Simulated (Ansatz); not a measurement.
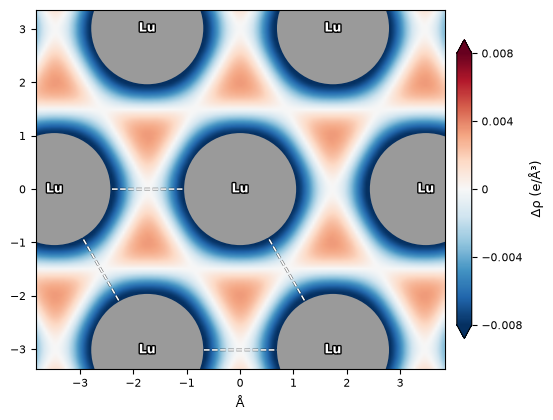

Lu: difference of two self-consistent densities at the same geometry, ρ(r2SCAN) − ρ(PBE), on the (001) plane of the conventional cell. Grey discs cover the cores, where the PAW densities can't be compared. Cores are masked to 1.0 Å (Lu).

Space group R-3m; spin-polarised. r2SCAN tends to overestimate the moments of metals. The cell comes from a database of computed structures, not from a measurement.

Both runs: Ansatz, scalar-relativistic, plane waves and PAW, same cutoff, k-points and PAW files (made with PBE).

### What differs between the two levels of theory?

Against PBE, and outside the masked cores, the largest gain, 0.007 e/Å³, lies 2.4 Å from a lutetium nucleus, and the largest loss lies at the edge of the masked core of Lu. At this volume the pressure is −1 GPa with PBE and 0 GPa with r2SCAN. The integrated |spin density| goes from 0.0 to 1.7 μB in the cell of the calculation, and part of the map comes from this change.

Run times: 7.5 min (r2SCAN) and 4.9 min (base cell), on 2 threads of Arm Neoverse N1 (shared host).
